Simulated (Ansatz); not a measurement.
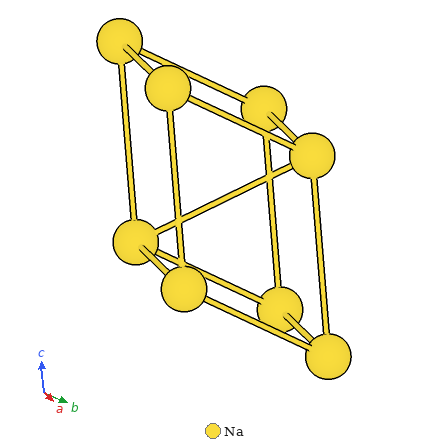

System: Na, space group Im-3m (No. 229). The picture shows the cell.

The given structure:
```
CELL_PARAMETERS angstrom
-2.11750 2.11750 2.11750
2.11750 -2.11750 2.11750
2.11750 2.11750 -2.11750
ATOMIC_POSITIONS crystal
Na 0.00000 0.00000 0.00000
```

Computed with Ansatz 0.2.0: deformation of a crystal at fixed volume, lengths along the axis scaled against those across it, fractional coordinates fixed, by plane-wave density functional theory with PAW datasets, free energies less that of the undisturbed cell, pressure positive in compression; scalar-relativistic. Level: PBEsol, no spin polarisation.

- wave cutoff: 420 eV
- k mesh: 18×18×18
- occupations: Gaussian
- smearing width: 0.15 eV
- k shift: (0, 0, 0) (mesh steps)
- start: as given
- path: trigonal
- axis direction: (0.5774, 0.5774, 0.5774) (Cartesian unit vector)

What does the calculation give for the energy change and pressure against relative axial ratio? The relative axial ratio takes the values 0.50, 0.60, 0.71, 0.85, 0.93, 1.00, 1.08, 1.20, 1.41, 1.70, 2.00.

The energy change is 802 meV/atom at relative axial ratio 0.50 and 119 meV/atom at 2.00; the lowest computed point is at relative axial ratio 1.00 (0 meV/atom), and no other minimum shows. The pressure goes from 2.656 GPa at relative axial ratio 0.50 to 0.152 GPa at 2.00, not monotonically, with a low of −0.330 GPa at 1.00, and changes sign near 0.78 and 1.53.

```tsv
axial ratio relative to the start	energy change (meV/atom)	pressure (GPa)
0.50	802	2.656
0.60	386	1.050
0.71	153	0.216
0.85	30	-0.220
0.93	6	-0.309
1.00	0	-0.330
1.08	5	-0.308
1.20	25	-0.232
1.41	66	-0.066
1.70	106	0.099
2.00	119	0.152
```

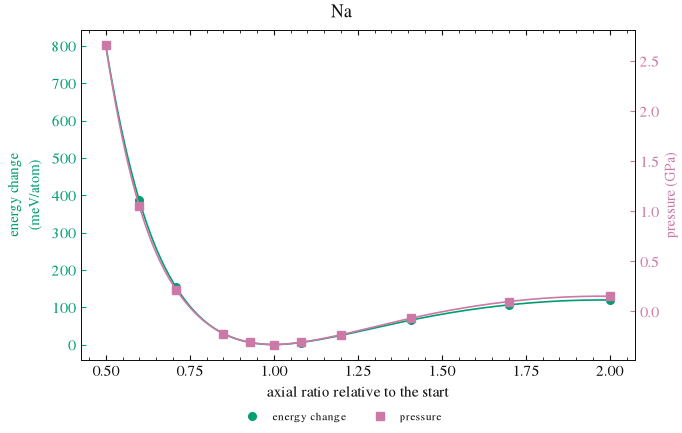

Note: reference crystal is not relaxed.
